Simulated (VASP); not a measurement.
```
Ge S
1.0
    10.44000    0.00000    0.00000
     0.00000    3.65000    0.00000
     0.00000    0.00000    4.30000
Ge S
4 4
Direct
  0.12100 0.25000 0.10600
  0.87900 0.75000 0.89400
  0.37900 0.75000 0.60600
  0.62100 0.25000 0.39400
  0.85200 0.25000 0.50300
  0.14800 0.75000 0.49700
  0.64800 0.75000 0.00300
  0.35200 0.25000 0.99700
```

Space group Pnma; not relaxed (largest force 0.4 eV/Å); computed pressure about −3 GPa in this cell.

Theory: Kohn-Sham DFT of a periodic cell, PBEsol, VASP PAW PBE potentials, recommended (VASP 6.6.1).

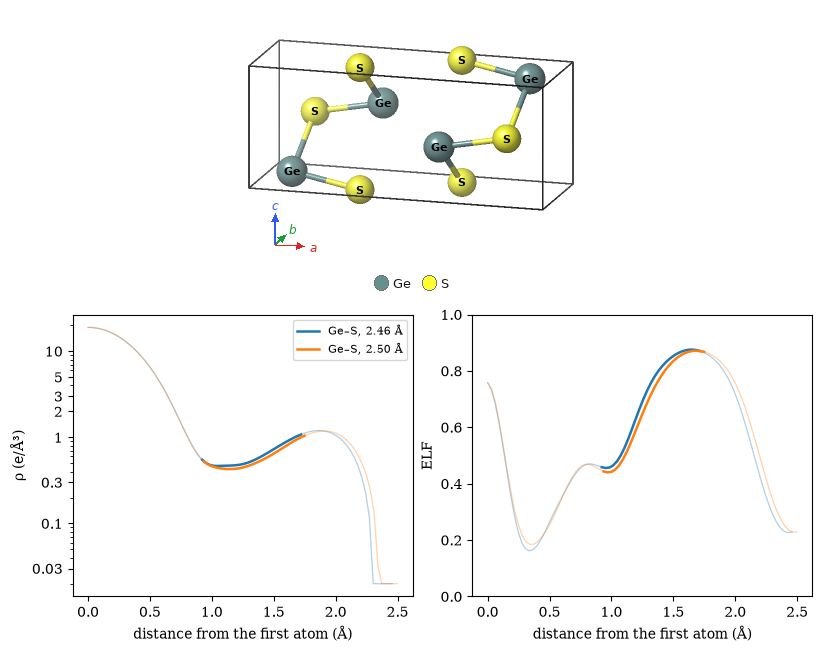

GeS. Valence pseudo-density and ELF along straight lines between neighbouring atoms. Thin, pale parts lie inside the atomic spheres. The structure is drawn too.

In a PAW calculation such maps are meaningful between the atoms, not at the nuclei.

Question: Compare the contacts.

Answer: Ge–S (2.46 Å): ρ is about 0.48 e/Å³ halfway; the ELF peaks at about 0.90 in the valence shell of S, 0.8 Å from its nucleus, and is about 0.65 at the midpoint.
Ge–S (2.50 Å): the density is about 0.45 e/Å³ at the midpoint; the ELF peaks at about 0.85 in the valence shell of S, 0.8 Å from its nucleus, and is about 0.65 at the midpoint.
